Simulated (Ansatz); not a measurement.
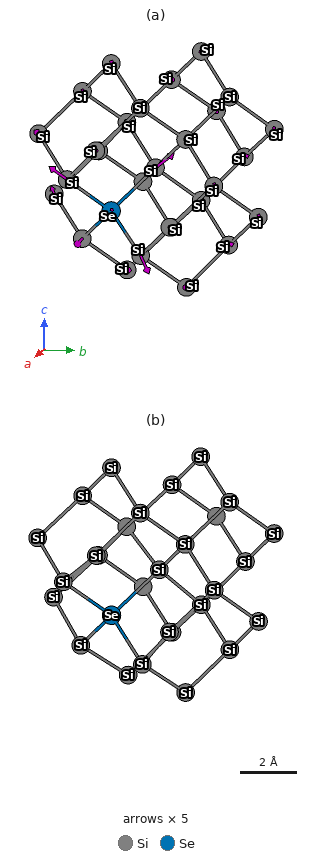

The structure of a defect cell of composition Si215Se (cell charge +1) before (top) and after (bottom) a relaxation, at one scale. The purple arrows give the displacements, magnified 5 times.

A ball-and-stick model of the atoms within 5.0 Å of the atom that moves most (axes of the cell of the calculation (origin shifted)), seen slightly off an axis.

Level of theory: Ansatz, DFT, PBEsol, PAW, plane waves. Settings: plane-wave cutoff 420 eV; k-point mesh 1 × 1 × 1; mesh shifted by (0.25, 0.25, 0.25); collinear spin; atoms relaxed in a fixed cell; force threshold 0.03 eV/Å; at most 80 steps.

**Summarise the run.**

A Si atom moves most: 0.20 Å along [−3 3 2]. By element the largest moves are Si 0.20 Å, Se 0.03 Å. The cell doesn't change. Among the contacts that change: Se–Si 2.327 → 2.528 Å, Se–Si 2.361 → 2.529 Å, Se–Si 2.348 → 2.507 Å, Si–Si 2.407 → 2.334 Å. Among the angles between lasting bonds that change: Si–Si–Si 110.3° → 104.4°, Si–Si–Se 110.5° → 104.9°, Si–Si–Si 108.4° → 113.2°. The energy falls by 2.462 eV per cell of the calculation in 5 geometry steps. The largest force component goes from 1.4 to 0.01 eV/Å.

Limits of the set-up: the cell is charged, on a uniform background, and energies carry no finite-size correction.
